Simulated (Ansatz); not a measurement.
# Si128: single-point calculation (part 1 of 2)

The run: single-point calculation of Si128 (Fd-3m, 128 atoms in the cell). Method and program: DFT, r2SCAN, PAW, plane waves (Ansatz 0.2.0).

The structure was built on a prototype by a generator.

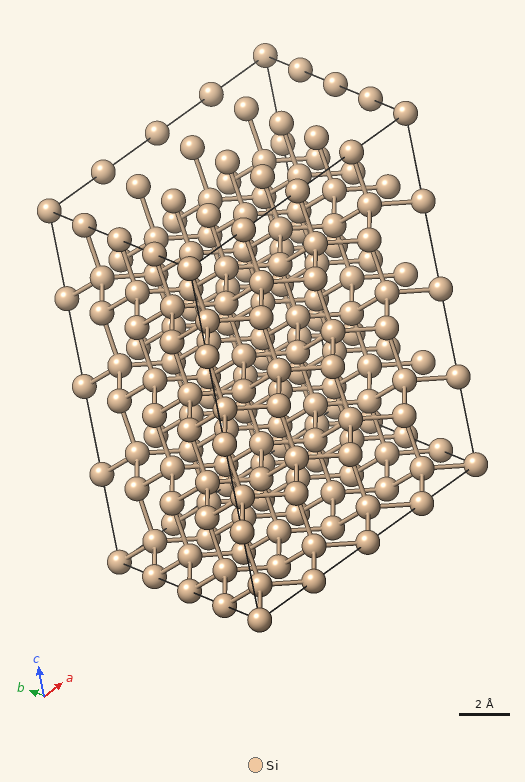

Fig. 1: The structure (ball-and-stick view of the cell of the calculation, seen slightly off an axis). Near neighbours in the crystal (not all of them lie inside the picture): Si has 4 Si at 2.35 Å.

### Input file
```yaml
crystal:
  lattice:
    - [0.000000, 10.865579, 10.865579]
    - [10.865579, 0.000000, 10.865579]
    - [10.865579, 10.865579, 0.000000]
  atoms:
    - { symbol: Si, position: [0.000000, 0.000000, 0.000000] }
    - { symbol: Si, position: [0.500000, 0.000000, 0.000000] }
    - { symbol: Si, position: [0.000000, 0.500000, 0.000000] }
    - { symbol: Si, position: [0.000000, 0.000000, 0.500000] }
    - { symbol: Si, position: [0.250000, 0.250000, 0.250000] }
    - { symbol: Si, position: [0.500000, 0.500000, 0.000000] }
    - { symbol: Si, position: [0.500000, 0.000000, 0.500000] }
    - { symbol: Si, position: [0.750000, 0.250000, 0.250000] }
    - { symbol: Si, position: [0.000000, 0.500000, 0.500000] }
    - { symbol: Si, position: [0.250000, 0.750000, 0.250000] }
    - { symbol: Si, position: [0.250000, 0.250000, 0.750000] }
    - { symbol: Si, position: [0.500000, 0.500000, 0.500000] }
    - { symbol: Si, position: [0.750000, 0.750000, 0.250000] }
    - { symbol: Si, position: [0.750000, 0.250000, 0.750000] }
    - { symbol: Si, position: [0.250000, 0.750000, 0.750000] }
    - { symbol: Si, position: [0.750000, 0.750000, 0.750000] }
    - { symbol: Si, position: [0.062500, 0.062500, 0.062500] }
    - { symbol: Si, position: [0.562500, 0.062500, 0.062500] }
    - { symbol: Si, position: [0.062500, 0.562500, 0.062500] }
    - { symbol: Si, position: [0.062500, 0.062500, 0.562500] }
    - { symbol: Si, position: [0.312500, 0.312500, 0.312500] }
    - { symbol: Si, position: [0.562500, 0.562500, 0.062500] }
    - { symbol: Si, position: [0.562500, 0.062500, 0.562500] }
    - { symbol: Si, position: [0.812500, 0.312500, 0.312500] }
    - { symbol: Si, position: [0.062500, 0.562500, 0.562500] }
    - { symbol: Si, position: [0.312500, 0.812500, 0.312500] }
    - { symbol: Si, position: [0.312500, 0.312500, 0.812500] }
    - { symbol: Si, position: [0.562500, 0.562500, 0.562500] }
    - { symbol: Si, position: [0.812500, 0.812500, 0.312500] }
    - { symbol: Si, position: [0.812500, 0.312500, 0.812500] }
    - { symbol: Si, position: [0.312500, 0.812500, 0.812500] }
    - { symbol: Si, position: [0.812500, 0.812500, 0.812500] }
    - { symbol: Si, position: [0.000000, 0.000000, 0.250000] }
    - { symbol: Si, position: [0.250000, 0.250000, 0.000000] }
    - { symbol: Si, position: [0.500000, 0.000000, 0.250000] }
    - { symbol: Si, position: [0.750000, 0.250000, 0.000000] }
    - { symbol: Si, position: [0.000000, 0.500000, 0.250000] }
    - { symbol: Si, position: [0.250000, 0.750000, 0.000000] }
    - { symbol: Si, position: [0.000000, 0.000000, 0.750000] }
    - { symbol: Si, position: [0.250000, 0.250000, 0.500000] }
    - { symbol: Si, position: [0.500000, 0.500000, 0.250000] }
    - { symbol: Si, position: [0.750000, 0.750000, 0.000000] }
    - { symbol: Si, position: [0.500000, 0.000000, 0.750000] }
    - { symbol: Si, position: [0.750000, 0.250000, 0.500000] }
    - { symbol: Si, position: [0.000000, 0.500000, 0.750000] }
    - { symbol: Si, position: [0.250000, 0.750000, 0.500000] }
    - { symbol: Si, position: [0.500000, 0.500000, 0.750000] }
    - { symbol: Si, position: [0.750000, 0.750000, 0.500000] }
    - { symbol: Si, position: [0.062500, 0.062500, 0.312500] }
    - { symbol: Si, position: [0.312500, 0.312500, 0.062500] }
    - { symbol: Si, position: [0.562500, 0.062500, 0.312500] }
    - { symbol: Si, position: [0.812500, 0.312500, 0.062500] }
    - { symbol: Si, position: [0.062500, 0.562500, 0.312500] }
    - { symbol: Si, position: [0.312500, 0.812500, 0.062500] }
    - { symbol: Si, position: [0.062500, 0.062500, 0.812500] }
    - { symbol: Si, position: [0.312500, 0.312500, 0.562500] }
    - { symbol: Si, position: [0.562500, 0.562500, 0.312500] }
    - { symbol: Si, position: [0.812500, 0.812500, 0.062500] }
    - { symbol: Si, position: [0.562500, 0.062500, 0.812500] }
    - { symbol: Si, position: [0.812500, 0.312500, 0.562500] }
    - { symbol: Si, position: [0.062500, 0.562500, 0.812500] }
    - { symbol: Si, position: [0.312500, 0.812500, 0.562500] }
    - { symbol: Si, position: [0.562500, 0.562500, 0.812500] }
    - { symbol: Si, position: [0.812500, 0.812500, 0.562500] }
    - { symbol: Si, position: [0.000000, 0.250000, 0.000000] }
    - { symbol: Si, position: [0.250000, 0.000000, 0.250000] }
    - { symbol: Si, position: [0.500000, 0.250000, 0.000000] }
    - { symbol: Si, position: [0.750000, 0.000000, 0.250000] }
    - { symbol: Si, position: [0.000000, 0.750000, 0.000000] }
    - { symbol: Si, position: [0.000000, 0.250000, 0.500000] }
    - { symbol: Si, position: [0.250000, 0.500000, 0.250000] }
    - { symbol: Si, position: [0.500000, 0.750000, 0.000000] }
    - { symbol: Si, position: [0.250000, 0.000000, 0.750000] }
    - { symbol: Si, position: [0.500000, 0.250000, 0.500000] }
    - { symbol: Si, position: [0.750000, 0.500000, 0.250000] }
    - { symbol: Si, position: [0.750000, 0.000000, 0.750000] }
    - { symbol: Si, position: [0.000000, 0.750000, 0.500000] }
    - { symbol: Si, position: [0.250000, 0.500000, 0.750000] }
    - { symbol: Si, position: [0.500000, 0.750000, 0.500000] }
    - { symbol: Si, position: [0.750000, 0.500000, 0.750000] }
    - { symbol: Si, position: [0.062500, 0.312500, 0.062500] }
    - { symbol: Si, position: [0.312500, 0.062500, 0.312500] }
    - { symbol: Si, position: [0.562500, 0.312500, 0.062500] }
    - { symbol: Si, position: [0.812500, 0.062500, 0.312500] }
    - { symbol: Si, position: [0.062500, 0.812500, 0.062500] }
    - { symbol: Si, position: [0.062500, 0.312500, 0.562500] }
    - { symbol: Si, position: [0.312500, 0.562500, 0.312500] }
    - { symbol: Si, position: [0.562500, 0.812500, 0.062500] }
    - { symbol: Si, position: [0.312500, 0.062500, 0.812500] }
    - { symbol: Si, position: [0.562500, 0.312500, 0.562500] }
    - { symbol: Si, position: [0.812500, 0.562500, 0.312500] }
    - { symbol: Si, position: [0.812500, 0.062500, 0.812500] }
    - { symbol: Si, position: [0.062500, 0.812500, 0.562500] }
    - { symbol: Si, position: [0.312500, 0.562500, 0.812500] }
    - { symbol: Si, position: [0.562500, 0.812500, 0.562500] }
    - { symbol: Si, position: [0.812500, 0.562500, 0.812500] }
    - { symbol: Si, position: [0.250000, 0.000000, 0.000000] }
    - { symbol: Si, position: [0.750000, 0.000000, 0.000000] }
    - { symbol: Si, position: [0.000000, 0.250000, 0.250000] }
    - { symbol: Si, position: [0.250000, 0.500000, 0.000000] }
    - { symbol: Si, position: [0.250000, 0.000000, 0.500000] }
    - { symbol: Si, position: [0.500000, 0.250000, 0.250000] }
    - { symbol: Si, position: [0.750000, 0.500000, 0.000000] }
    - { symbol: Si, position: [0.750000, 0.000000, 0.500000] }
    - { symbol: Si, position: [0.000000, 0.750000, 0.250000] }
    - { symbol: Si, position: [0.000000, 0.250000, 0.750000] }
    - { symbol: Si, position: [0.250000, 0.500000, 0.500000] }
    - { symbol: Si, position: [0.500000, 0.750000, 0.250000] }
    - { symbol: Si, position: [0.500000, 0.250000, 0.750000] }
    - { symbol: Si, position: [0.750000, 0.500000, 0.500000] }
    - { symbol: Si, position: [0.000000, 0.750000, 0.750000] }
    - { symbol: Si, position: [0.500000, 0.750000, 0.750000] }
    - { symbol: Si, position: [0.312500, 0.062500, 0.062500] }
    - { symbol: Si, position: [0.812500, 0.062500, 0.062500] }
    - { symbol: Si, position: [0.062500, 0.312500, 0.312500] }
    - { symbol: Si, position: [0.312500, 0.562500, 0.062500] }
    - { symbol: Si, position: [0.312500, 0.062500, 0.562500] }
    - { symbol: Si, position: [0.562500, 0.312500, 0.312500] }
    - { symbol: Si, position: [0.812500, 0.562500, 0.062500] }
    - { symbol: Si, position: [0.812500, 0.062500, 0.562500] }
    - { symbol: Si, position: [0.062500, 0.812500, 0.312500] }
    - { symbol: Si, position: [0.062500, 0.312500, 0.812500] }
    - { symbol: Si, position: [0.312500, 0.562500, 0.562500] }
    - { symbol: Si, position: [0.562500, 0.812500, 0.312500] }
    - { symbol: Si, position: [0.562500, 0.312500, 0.812500] }
    - { symbol: Si, position: [0.812500, 0.562500, 0.562500] }
    - { symbol: Si, position: [0.062500, 0.812500, 0.812500] }
    - { symbol: Si, position: [0.562500, 0.812500, 0.812500] }
  symmetry: { detect: false }
kpoints:
  mp_grid: { grid: [1, 1, 1], shift: [0.25, 0.25, 0.25] }
hamiltonian:
  xc: r2scan
scf:
  occupations: { method: fermi_dirac, width: 0.01 }
output:
  forces: true
  eigenvalues: true
  populations: true
  eigenstates: { kpoints: [[0.25, 0.25, 0.25]], e_range: [-6.0, 6.0], localisation: true }
```

Hardware: 8 CPU threads, shared host.

### Log
```
Pseudopotentials: kind: paw
Functional definition: r2SCAN
  parameter k0 = 0.174
  parameter k1 = 0.065
  parameter a1 = 4.9479
  exchange = r2scan_x(k0 = k0, k1 = k1, a1 = a1)
  correlation = r2scan_c
Crystal: 128 atoms, lattice volume = 2565.598 Å³
Basis set: ecut = 500 eV, 64875 PW (Γ), exchange–correlation on 480×480×480 points (64 copies of the dense FFT grid, shifted against one another)
Bands: 384, of which v1, the nominal top of the filled ones, is band 256 counted from 1 (255 counted from 0)
Symmetry: 1 space group operations
k-points: 1
Non-local potential: Si, projectors of the file, l = 0: 2, l = 1: 2, l = 2: 2
PAW form: soft (Blöchl's): semilocal exchange-correlation on the pseudo side does not see the compensation charge
PAW frozen core: Si, regenerated for the run's functional (the file was generated under x = pbe(κ = 0.804, μ = 0.2195149727645171), c = pbe(β = 0.06672455060314922))
PAW one-centre angular grid: Si, 302 points (default); XC on 160 Gauss nodes
Initial density: superposition of atomic densities (neutral atoms: chi_scale 0, normalization atom), corrected by the library's trained network
Initial wavefunctions: pseudopotential atomic-orbital guess
Functional: x = r2scan, c = r2scan; τ floored in thin density (d = 2e-4 eV/Å³)
SCF iter   1: F=—  HF=-81793.890157 eV  |F-HF|=—  |Δ(HF+E_count)|=         —  Δρ=3.78e-3  dr2=2.37e-1  dr2_τ=8.32e-1  ethr=1.77e-3  ⟨swp⟩=7.0  Hψ=1942  notcnv=0  defer=39
preconditioner: auto → Resta (q_TF=auto, 2.086 Å⁻¹)  ε∞=4.9  [insulator: Δε(μ)=0.985 eV  Ē_g=8.371 eV  σ=0.010 eV  W_gap=1.00  n_scr=410 (ndim 8)  ℏωp=16.6 eV  f_vac=0.000  D(μ)=0.00/eV (n_scr^D=0)  ε∞_Penn≈4.9]
SCF iter   2: F=—  HF=-81794.984350 eV  |F-HF|=—  |Δ(HF+E_count)|=    1.09e0  Δρ=2.55e-3  dr2=1.11e-1  dr2_τ=5.06e-4  ethr=4.64e-5  ⟨swp⟩=2.0  Hψ=703  notcnv=0  defer=122
SCF iter   3: F=—  HF=-81794.980149 eV  |F-HF|=—  |Δ(HF+E_count)|=   4.20e-3  Δρ=5.15e-4  dr2=4.54e-3  dr2_τ=1.23e-4  ethr=2.16e-5  ⟨swp⟩=3.0  Hψ=522  notcnv=0  defer=122
SCF iter   4: F=—  HF=-81794.981359 eV  |F-HF|=—  |Δ(HF+E_count)|=   1.21e-3  Δρ=1.04e-4  dr2=2.00e-4  dr2_τ=1.47e-6  ethr=8.87e-7  ⟨swp⟩=2.0  Hψ=518  notcnv=0  defer=122
SCF iter   5: F=—  HF=-81794.983018 eV  |F-HF|=—  |Δ(HF+E_count)|=   1.66e-3  Δρ=1.77e-5  dr2=7.31e-6  dr2_τ=3.18e-8  ethr=3.90e-8  ⟨swp⟩=3.0  Hψ=656  notcnv=0  defer=122
SCF iter   6: F=—  HF=-81794.981319 eV  |F-HF|=—  |Δ(HF+E_count)|=   1.70e-3  Δρ=1.19e-6  dr2=7.49e-8  dr2_τ=1.18e-9  ethr=1.95e-11  ⟨swp⟩=17.0  Hψ=3244  notcnv=0
SCF iter   7: F=-81794.981319 eV  HF=-81794.981319 eV  |F-HF|=8.48e-9  |Δ(HF+E_count)|=   4.27e-8  Δρ=3.89e-7  dr2=1.44e-8  dr2_τ=7.88e-11  ethr=1.46e-11  ⟨swp⟩=2.0  Hψ=1088  notcnv=0
SCF 1 converged in 7 iterations: F = -81794.981319 eV  dr2 = 1.44e-8
  greatest PAW one-centre occupation: 0.640 electrons in one spin orbital (limit 2), on the Si atom at site 59 (counted from 0), in its partial waves of l = 0
NSCF: frozen V_eff on 1 k-points
SCF converged after 7 iterations
Free energy (F): -81794.981319 eV
Harris-Foulkes:  -81794.981319 eV  (|F-HF|=8.48e-9)
Internal energy: -81794.981319 eV  (E = F + TS)
E sigma→0 (E₀):  -81794.981319 eV
Fermi energy:    6.572282 eV
--- Per-component energies (eV) ---
  E_band       = 448.504140
  E_kinetic    = 5202.521460
  E_local      = -3431.830426  (includes V_loc(G=0)·N_el)
  E_nonlocal   = 3203.088742
  E_hartree    = 963.356735
  E_xc         = -6600.481645
  E_vxc        = -6377.417992  (∫ρ·V_xc dr)
  E_paw        = -66501.442607  (= ΣΔE_a)
  E_vpaw       = -323.634582  (= ΣTr[D̂ρ^β])
  E_aug_tail   = 0.000532  (compensation charges beyond the density's cutoff)
  E_vtau       = 249.061267  (kinetic-family band-sum trace: ∫τ·v_τ [+ j·A + Jᵃ·Aᵃ] dr)
  E_ewald      = -14620.410688
  E_core_change = -9.783422  (= ΣΔE_core)
  E_smearing   = -0.000000  (= −TS)
  E_closure    = 0.000000  (closes the sum)
  Σ components = -81794.981319   (vs F -81794.981319, Δ=0.00e0)
```
